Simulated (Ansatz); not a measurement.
System: Ta.

Input file:

```
crystal:
  lattice:
    - [4.9215360451, 0.0, 0.0]
    - [-2.4607680225, 4.2621752407, 0.0]
    - [0.0, 0.0, 2.7541138286]
  atoms:
    - { symbol: Ta, position: [1.0, 1.0, 0.0] }
    - { symbol: Ta, position: [0.3333333333, 0.6666666667, 0.5] }
    - { symbol: Ta, position: [0.6666666667, 0.3333333333, 0.5] }
hamiltonian:
  xc: blyp
  pseudopotentials:
    kind: paw
    azcp:
      Ta: "pseudopotentials/Ta.paw.azcp"
basis:
  ecutwfc: 420
  fft_grid_basis: typed
kpoints:
  mp_grid: { grid: [8, 8, 13], shift: [0, 0, 0] }
magnetization:
  spin_polarized: false
scf:
  occupations: { method: fermi_dirac, width: 0.1 }
  lower_state_search: "off"
output:
  stress: true
  write_density: true
  write_potential: true
  elf: true
  volumetric_format: npy
```

Below, planes, directions and counts refer to the conventional cell (a = 4.92 Å, b = 4.92 Å, c = 2.75 Å, α = 90.00°, β = 90.00°, γ = 120.00°).

Space group P6/mmm; set up as Ta, omega (AlB2-type); a generated structure, not necessarily the stable one; changed on purpose from its base cell (volume × 1.0); computed without spin polarisation.

These are results of DFT, BLYP, plane waves (420 eV) with PAW, scalar-relativistic in Ansatz 0.2.0, not measurements.

**Predict the valence pseudo-density and electron localisation function between the atoms.**

Ta–Ta (2.75 Å): ρ is about 0.39 e/Å³ halfway; the ELF is about 0.40 at the midpoint.
Ta–Ta (2.84 Å): ρ at the midpoint is about 0.29 e/Å³; the ELF is about 0.25 at the midpoint (no shared electron pair shows on this line).

**Does the calculation make it a metal, or give it a gap?**

It is gapless in this calculation (a metal or semimetal).

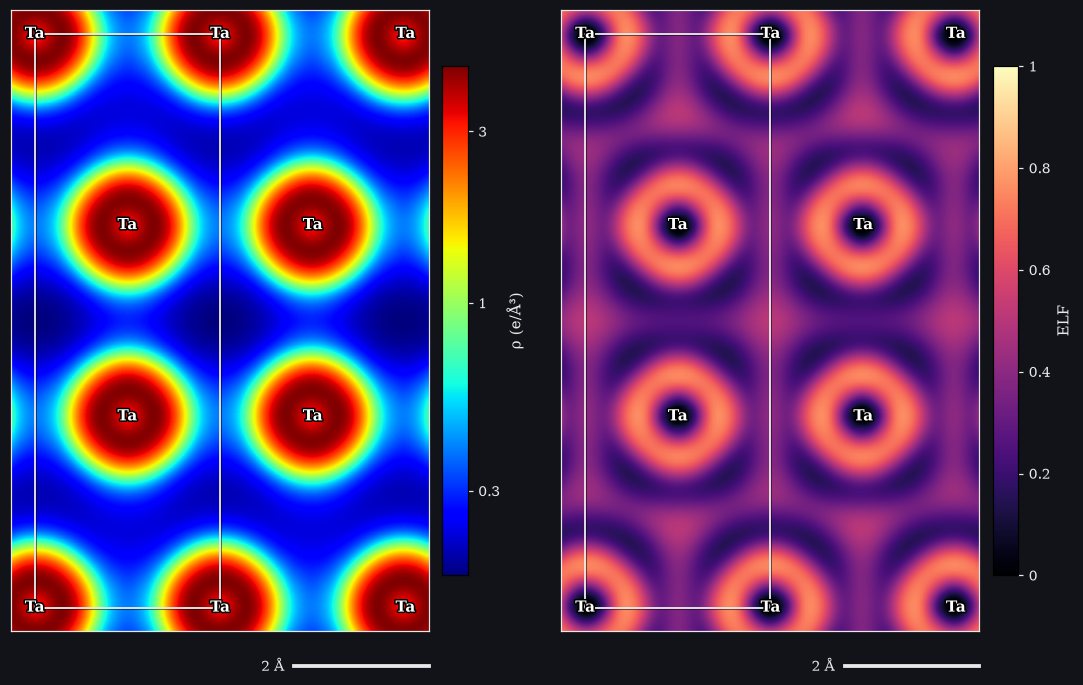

Computed valence pseudo-density and electron localisation function on the (110) plane of the conventional cell, in this order. 

The density is the valence pseudo-density of a PAW calculation; it isn't the true density close to the nuclei.
